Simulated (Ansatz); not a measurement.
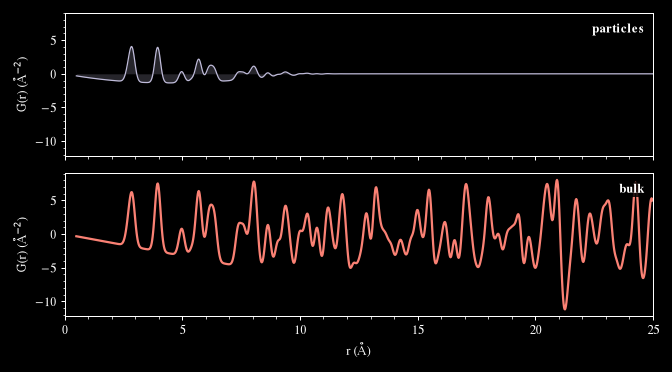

Simulated X-ray pair distribution function, G(r) = R(r)/r − 4πρ₀r, summed over the atomic distances of the structure with each pair weighted by the product of the atomic numbers (X-ray weights at Q = 0); every distance is a Gaussian of σ = 0.12 Å, for spherical particles of Ta with the bulk structure: the bulk G(r) is multiplied by the envelope of a sphere of diameter D, 1 − 3r/2D + r³/2D³, with no surface relaxation. The number density is 0.0514 atoms per Å³. Basis of the simulation: coordinates from a relaxation with DFT r2SCAN, scalar-relativistic, plane waves, PAW in Ansatz; the starting structure was generated, so it need not be a known form of this composition.

Question: How large are the particles?

Answer: About 12 Å (1.2 nm): the signal is half of the bulk amplitude at r ≈ 4.2 Å and vanishes at r = D, fading from view somewhat earlier.

Question: Roughly how many atoms does one particle hold?

Answer: About 46 (number density 0.0514 Å⁻³ times πD³/6).
